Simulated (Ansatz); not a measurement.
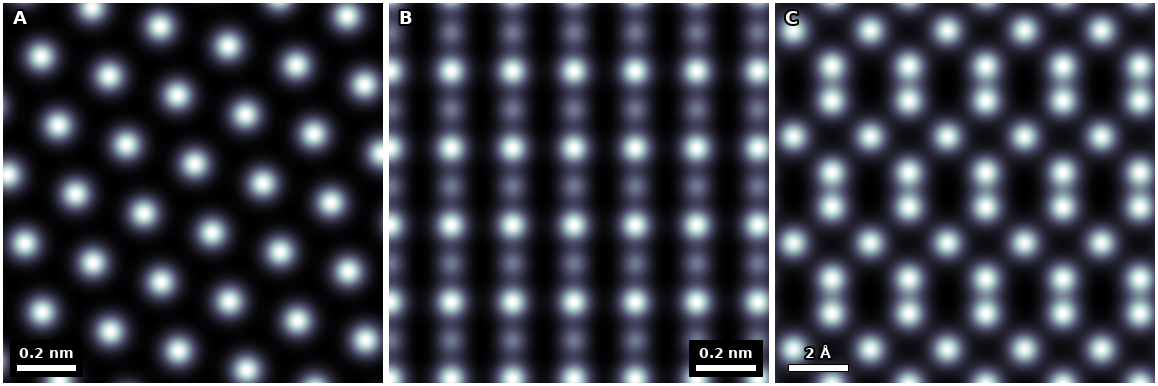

Three views of Ru (P6/mmm, No. 191) along different zone axes. Simulated as the projected potential of neutral atoms (B = 0.5 Å²) blurred by a 0.64 Å probe, the thin-sample limit of integrated differential phase contrast. Model: the end point of a relaxation with DFT, LDA (PW92), plane waves (420 eV) with PAW, scalar-relativistic in Ansatz 0.2.0; the starting structure was generated, so it need not be a known form of this composition.

```cif
data_structure
_symmetry_space_group_name_H-M 'P6/mmm'
_symmetry_Int_Tables_number 191
_cell_length_a 4.1987
_cell_length_b 4.1987
_cell_length_c 2.6343
_cell_angle_alpha 90.000
_cell_angle_beta 90.000
_cell_angle_gamma 120.000
_cell_volume 40.22
loop_
_atom_site_label
_atom_site_type_symbol
_atom_site_symmetry_multiplicity
_atom_site_Wyckoff_symbol
_atom_site_fract_x
_atom_site_fract_y
_atom_site_fract_z
_atom_site_occupancy
Ru1 Ru 1 a 0.00000 0.00000 0.00000 1
Ru2 Ru 2 d 0.33333 0.66667 0.50000 1
```

### Match the panels to the zone axes [001], [100] and [210].

A is [001]: projected cell 2.42 × 2.42 Å, 120°, plane group p6mm. B is [210]: projected cell 2.10 × 2.63 Å, 90°, plane group p2mm. C is [100]: projected cell 2.63 × 3.64 Å, 90°, plane group p2mm.
